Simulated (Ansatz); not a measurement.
**Geometry relaxation, with input and output: MoSi₂ (part 3 of 3)**

The same run, continued: MoSi₂ (P1, 6 atoms in the cell); DFT, PBEsol, plane waves, PAW, no spin polarisation (Ansatz 0.2.0); cutoff 420 eV, 4×6×6 k-mesh, Fermi–Dirac smearing of 0.05 eV. The structure was built on a prototype by a generator.

Geometry of the input (Å; fractional positions):
```
3.5827  1.9841  8.1654
-1.8832  1.0113  4.1181
-0.0293  -2.0417  4.1101
Si 0.1021  0.1572  0.2786
Si 0.3990  0.7506  0.7850
Mo 0.0004  -0.0034  -0.0040
Si 0.6130  0.2124  0.2285
Si 0.8875  0.7590  0.7868
Mo 0.5054  0.0104  -0.0384
```

## Output, continued
```
  k-point 75: bands = ["-44.5150", "-44.5150", "-18.7641", "-18.7641", "-18.7153", "-18.7153", "-18.6127", "-18.6127", "4.7475", "4.7475", "7.4035", "7.4035", "10.6119", "10.6119", "13.6224", "13.6224", "13.9259", "13.9259", "14.1867", "14.1867", "15.5371", "15.5371", "16.8168", "16.8168", "18.4419", "18.4419", "19.8518", "19.8519"]
--- Relaxed structure (11 steps of the walk, 11 accepted, 1 SCFs on fresh bases) ---
  F+E_penalty+E_count = -12284.53567480 eV   max|allowed force component| = 4.524e-4 eV/Å   (the final SCF, on the basis selected at the relaxed cell)
  cell:  # Å, volume = 79.5684 Å³
    - [3.1989344895082366, 1.846524965969488, 7.599492356254452]
    - [-1.9531557554169934, 0.7074779128125065, 4.008659134986429]
    - [-0.35403634281515345, -2.0519920964469245, 4.006016804642065]
  atoms:
    - { symbol: Si, position: [0.16867579543293165, -0.10162618373433044, 0.42344867442396017] }
    - { symbol: Si, position: [0.333789033239776, 1.0636404615276516, 0.5887183161664375] }
    - { symbol: Mo, position: [0.0012329811531230262, -0.2689921007473132, 0.2560830079150827] }
    - { symbol: Si, position: [0.6686746212512187, 0.3983733987930344, -0.07655032150819069] }
    - { symbol: Si, position: [0.8337896759902769, 0.5636394039461688, 1.0887199006360033] }
    - { symbol: Mo, position: [0.5012325982326735, 0.23100636311478911, -0.24391764153329348] }
```

## File rho_z.tsv
```
# z_ang	rho[e/angstrom^3]
# format = ansatz-planar-average/11
# lattice	3.198934490	1.846524966	7.599492356
# lattice	-1.953155755	0.707477913	4.008659135
# lattice	-0.354036343	-2.051992096	4.006016805
# sites	6
# site	14	0.588158365	-0.629347546	2.570808194
# site	14	-1.218113918	0.160806585	9.158814727
# site	42	0.438665004	-0.713509548	-0.043054778
# site	14	1.388062607	1.673645418	6.371868963
# site	14	1.180916594	-0.295668749	12.957246732
# site	42	1.238574548	1.589487479	3.758000896
0.000000	4.468586e-1
0.141090	4.528183e-1
0.282180	4.766309e-1
0.423270	5.126494e-1
0.564361	5.529276e-1
0.705451	5.899193e-1
0.846541	6.185894e-1
0.987631	6.367989e-1
1.128721	6.442139e-1
1.269811	6.409609e-1
1.410901	6.269649e-1
1.551992	6.022455e-1
1.693082	5.680662e-1
1.834172	5.282776e-1
1.975262	4.896173e-1
2.116352	4.601997e-1
2.257442	4.468602e-1
2.398533	4.528198e-1
2.539623	4.766321e-1
2.680713	5.126504e-1
2.821803	5.529283e-1
2.962893	5.899197e-1
3.103983	6.185895e-1
3.245073	6.367986e-1
3.386164	6.442133e-1
3.527254	6.409601e-1
3.668344	6.269637e-1
3.809434	6.022441e-1
3.950524	5.680647e-1
4.091614	5.282759e-1
4.232704	4.896156e-1
4.373795	4.601980e-1
```

## File v_z.tsv
```
# z_ang	v_es[eV]	v_tot[eV]
# format = ansatz-planar-average/11
# xc	pbesol
# density_cutoff_ev	1680
# datasets	Si=:simpson_from_first_knot:soft:shift=-540422	Mo=:simpson_from_first_knot:soft:shift=-753884
# lattice	3.198934490	1.846524966	7.599492356
# lattice	-1.953155755	0.707477913	4.008659135
# lattice	-0.354036343	-2.051992096	4.006016805
# sites	6
# site	14	0.588158365	-0.629347546	2.570808194
# site	14	-1.218113918	0.160806585	9.158814727
# site	42	0.438665004	-0.713509548	-0.043054778
# site	14	1.388062607	1.673645418	6.371868963
# site	14	1.180916594	-0.295668749	12.957246732
# site	42	1.238574548	1.589487479	3.758000896
0.000000	4.587999e0	-7.873722e0
0.141090	4.588889e0	-7.874238e0
0.282180	4.593310e0	-7.876272e0
0.423270	4.606443e0	-7.877759e0
0.564361	4.622257e0	-7.888788e0
0.705451	4.616409e0	-7.928626e0
0.846541	4.577273e0	-7.993170e0
0.987631	4.518746e0	-8.059397e0
1.128721	4.480161e0	-8.096790e0
1.269811	4.498555e0	-8.079336e0
1.410901	4.555198e0	-8.020211e0
1.551992	4.604910e0	-7.951919e0
1.693082	4.623786e0	-7.900392e0
1.834172	4.613496e0	-7.879671e0
1.975262	4.597142e0	-7.876878e0
2.116352	4.589992e0	-7.874969e0
2.257442	4.587964e0	-7.873767e0
2.398533	4.588866e0	-7.874268e0
2.539623	4.593301e0	-7.876285e0
2.680713	4.606448e0	-7.877755e0
2.821803	4.622275e0	-7.888766e0
2.962893	4.616442e0	-7.928588e0
3.103983	4.577317e0	-7.993119e0
3.245073	4.518798e0	-8.059334e0
3.386164	4.480219e0	-8.096719e0
3.527254	4.498619e0	-8.079258e0
3.668344	4.555266e0	-8.020130e0
3.809434	4.604979e0	-7.951838e0
3.950524	4.623852e0	-7.900313e0
4.091614	4.613557e0	-7.879597e0
4.232704	4.597196e0	-7.876811e0
4.373795	4.590038e0	-7.874911e0
```

## Trajectory as extended XYZ (Å, eV, eV/Å), 12 frames, from step=1 to step=12
```
6
Lattice="3.5827 1.9841 8.1654 -1.8832 1.0113 4.1181 -0.0293 -2.0417 4.1101" Properties=species:S:1:pos:R:3:forces:R:3 step=1 energy=-12280.80113 pressure_GPa=2.79
Si    0.0616   -0.2072    2.6259   -0.3845   2.9835  -0.5073
Si   -0.0070   -0.0521    9.5751   -0.6227   0.2545   0.5356
Mo    0.0082    0.0056   -0.0273    0.9108  -1.3959   0.2216
Si    1.7896    0.9645    6.8193   -0.2254   1.4556  -1.7808
Si    1.7272    0.9218   13.6059    0.2614  -1.2090   0.7535
Mo    1.7922    1.0916    4.0119    0.0604  -2.0886   0.7774
6
Lattice="3.6429 2.0170 8.1650 -1.8078 1.0090 4.0756 0.0077 -2.0666 4.0913" Properties=species:S:1:pos:R:3:forces:R:3 step=2 energy=-12281.43096 pressure_GPa=1.09
Si    0.0641   -0.1109    2.6099    0.0551   0.7817  -0.3221
Si    0.0456   -0.0386    9.5466   -0.1959   0.0564   0.3898
Mo    0.0657   -0.0625   -0.0616    0.2269  -0.2918   0.2464
Si    1.8343    1.0030    6.7418    0.0991   0.4200  -0.7770
Si    1.8995    0.9088   13.6136   -0.0151  -0.4798   0.3314
Mo    1.8311    1.0520    4.0413   -0.1700  -0.4864   0.1315
6
Lattice="3.5776 2.0721 8.1760 -1.8043 1.0733 4.0858 0.0228 -2.0971 4.0840" Properties=species:S:1:pos:R:3:forces:R:3 step=3 energy=-12281.58698 pressure_GPa=-2.80
Si    0.1192   -0.1897    2.5871    0.0993   0.2610   0.0603
Si   -0.0305    0.1322    9.5849   -0.1515  -0.1057  -0.0634
Mo    0.1441   -0.1924   -0.0512    0.2800  -0.4334   0.0912
Si    1.7416    1.1508    6.7042    0.0999   0.1345  -0.0549
Si    1.9186    0.8732   13.6493   -0.0732  -0.1598  -0.0264
Mo    1.7210    1.1749    4.0493   -0.2545   0.3033  -0.0068
6
Lattice="3.4998 2.0511 8.1521 -1.8200 1.0582 4.0997 -0.0083 -2.0992 4.0917" Properties=species:S:1:pos:R:3:forces:R:3 step=4 energy=-12281.74221 pressure_GPa=-4.55
Si    0.2032   -0.3074    2.5795    0.3577   0.0511   0.5385
Si   -0.2056    0.2454    9.6064   -0.3372  -0.2852  -0.6050
Mo    0.2396   -0.3672   -0.0415   -0.0750   0.0853  -0.0323
Si    1.6282    1.3006    6.6627    0.3070   0.0466   0.6740
Si    1.8727    0.6741   13.6614   -0.3233  -0.0381  -0.5173
Mo    1.5877    1.3180    4.0367    0.0709   0.1403  -0.0579
6
Lattice="3.4381 1.9961 8.0330 -1.8653 0.9300 4.0980 -0.1290 -2.0722 4.0921" Properties=species:S:1:pos:R:3:forces:R:3 step=5 energy=-12282.22934 pressure_GPa=-3.37
Si    0.2727   -0.3642    2.5890    0.6253  -0.3131   0.8186
Si   -0.4785    0.1883    9.5371   -0.5589  -0.0916  -0.9618
Mo    0.2951   -0.4627   -0.0359   -0.0476  -0.1307  -0.0875
Si    1.5630    1.3717    6.5896    0.4363   0.3016   1.0966
Si    1.6819    0.4230   13.5529   -0.4620  -0.2658  -0.8931
Mo    1.5058    1.3829    3.9720    0.0069   0.4996   0.0271
6
Lattice="3.3252 1.9422 7.8231 -1.9370 0.8226 4.0691 -0.2592 -2.0741 4.0580" Properties=species:S:1:pos:R:3:forces:R:3 step=6 energy=-12283.22054 pressure_GPa=-5.36
Si    0.3615   -0.4765    2.5798    0.9276  -0.2178   0.8922
Si   -0.8188    0.1608    9.3720   -0.9698  -0.0192  -0.8899
Mo    0.3591   -0.5821   -0.0263    0.1958  -0.2638  -0.3133
Si    1.4490    1.4705    6.4784    0.6155   0.7175   0.9987
Si    1.4250    0.1367   13.2859   -0.6450  -0.7225  -0.7842
Mo    1.3807    1.4879    3.8645   -0.1240   0.5057   0.0964
6
Lattice="3.2077 1.8632 7.6332 -1.9832 0.7211 4.0356 -0.3625 -2.0658 4.0259" Properties=species:S:1:pos:R:3:forces:R:3 step=7 energy=-12284.20143 pressure_GPa=-3.22
Si    0.4573   -0.5712    2.5685    0.9380  -0.1693   0.5061
Si   -1.1233    0.1263    9.2210   -0.9682  -0.0347  -0.4476
Mo    0.4223   -0.6908   -0.0268    0.0379   0.0313  -0.3501
Si    1.3511    1.5559    6.3764    0.6211   0.8007   0.5839
Si    1.1978   -0.1573   13.0377   -0.6484  -0.8076  -0.3638
Mo    1.2591    1.5619    3.7726    0.0197   0.1796   0.0714
6
Lattice="3.1420 1.7986 7.5128 -1.9586 0.6625 3.9854 -0.3882 -2.0345 3.9853" Properties=species:S:1:pos:R:3:forces:R:3 step=8 energy=-12284.35797 pressure_GPa=8.94
Si    0.5931   -0.6356    2.5579   -0.3579  -0.0030  -0.2525
Si   -1.2964    0.1210    9.0845    0.4409  -0.0280   0.2836
Mo    0.4583   -0.7505   -0.0423   -0.3930   0.9088   0.0235
Si    1.3489    1.6577    6.3121   -0.1396  -0.4333  -0.2845
Si    1.0983   -0.3792   12.8418    0.1014   0.4386   0.3014
Mo    1.1917    1.6025    3.7162    0.3483  -0.8830  -0.0715
6
Lattice="3.2043 1.8543 7.6240 -1.9413 0.7228 4.0118 -0.3374 -2.0455 4.0075" Properties=species:S:1:pos:R:3:forces:R:3 step=9 energy=-12284.52976 pressure_GPa=-0.21
Si    0.5947   -0.6353    2.5723   -0.0012   0.0664   0.0418
Si   -1.1920    0.1914    9.1736   -0.0222  -0.0658  -0.0414
Mo    0.4389   -0.7101   -0.0378   -0.0237  -0.1016  -0.0975
Si    1.3981    1.6931    6.3896   -0.0192  -0.0593   0.0288
Si    1.2052   -0.2825   12.9810    0.0473   0.0683  -0.0222
Mo    1.2411    1.5901    3.7653    0.0190   0.0920   0.0906
6
Lattice="3.1976 1.8455 7.5990 -1.9535 0.7075 4.0087 -0.3541 -2.0524 4.0062" Properties=species:S:1:pos:R:3:forces:R:3 step=10 energy=-12284.53640 pressure_GPa=0.00
Si    0.5877   -0.6300    2.5704    0.0031   0.0025   0.0078
Si   -1.2187    0.1605    9.1592   -0.0028  -0.0029  -0.0078
Mo    0.4387   -0.7136   -0.0430    0.0007  -0.0004  -0.0006
Si    1.3869    1.6731    6.3712    0.0024   0.0001   0.0079
Si    1.1798   -0.2970   12.9574   -0.0027   0.0000  -0.0076
Mo    1.2379    1.5890    3.7577   -0.0008   0.0007   0.0005
6
Lattice="3.1989 1.8465 7.5995 -1.9532 0.7075 4.0087 -0.3540 -2.0520 4.0060" Properties=species:S:1:pos:R:3:forces:R:3 step=11 energy=-12284.53641 pressure_GPa=0.00
Si    0.5882   -0.6293    2.5708    0.0003   0.0002   0.0004
Si   -1.2181    0.1608    9.1588   -0.0003  -0.0002  -0.0004
Mo    0.4387   -0.7135   -0.0431    0.0000  -0.0001  -0.0001
Si    1.3881    1.6736    6.3719    0.0003   0.0002   0.0005
Si    1.1809   -0.2957   12.9572   -0.0003  -0.0001  -0.0005
Mo    1.2386    1.5895    3.7580    0.0000   0.0000   0.0001
6
Lattice="3.1989 1.8465 7.5995 -1.9532 0.7075 4.0087 -0.3540 -2.0520 4.0060" Properties=species:S:1:pos:R:3:forces:R:3 step=12 energy=-12284.53567 pressure_GPa=-0.01
Si    0.5882   -0.6293    2.5708    0.0001   0.0001   0.0004
Si   -1.2181    0.1608    9.1588   -0.0001  -0.0001  -0.0004
Mo    0.4387   -0.7135   -0.0431    0.0000  -0.0001  -0.0001
Si    1.3881    1.6736    6.3719    0.0002   0.0001   0.0005
Si    1.1809   -0.2957   12.9572   -0.0001   0.0000  -0.0005
Mo    1.2386    1.5895    3.7580    0.0000   0.0000   0.0001
```

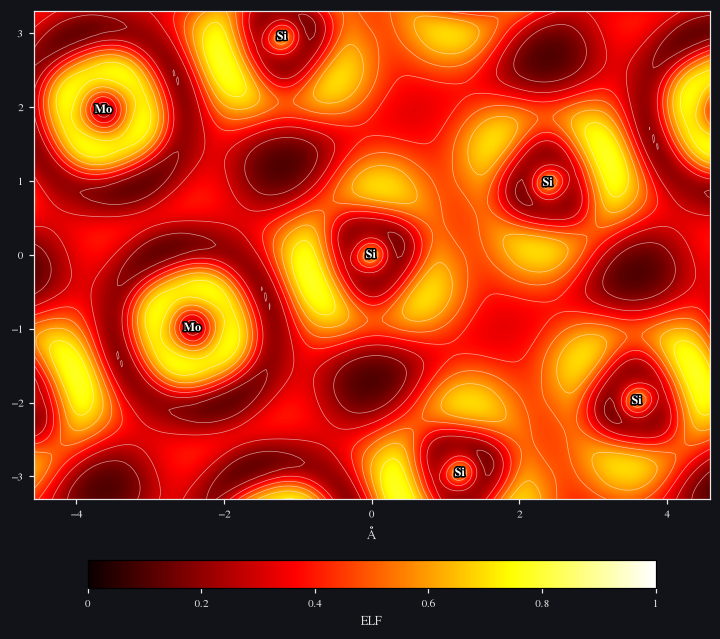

Electron localisation function on the (011̄) plane of the calculation cell. Si–Mo (2.62 Å): the ELF is about 0.40 at the midpoint. The strong features right at Mo lie inside the PAW spheres (semicore, d or f shells) and say nothing about bonding. In a PAW calculation such maps are meaningful between the atoms, not at the nuclei.

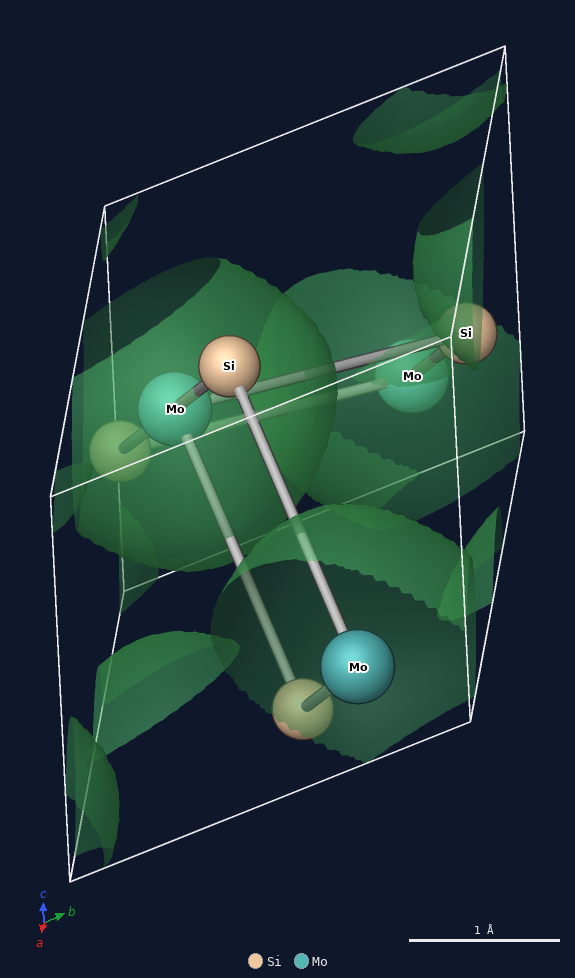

Isosurface of the valence charge density (pseudo) at 0.5 e/Å³ (green), seen at an oblique angle. Sticks mark near contacts. The outline is the calculation cell. At this value the density breaks into separate islands; it holds about 50 % of the electrons treated as valence (semicore included). It is pinched off along the Si–Mo (2.60 Å) contacts. On the grid the lowest density along these lines, outside the cores, is 0.4 e/Å³ (Si–Mo, 2.60 Å).
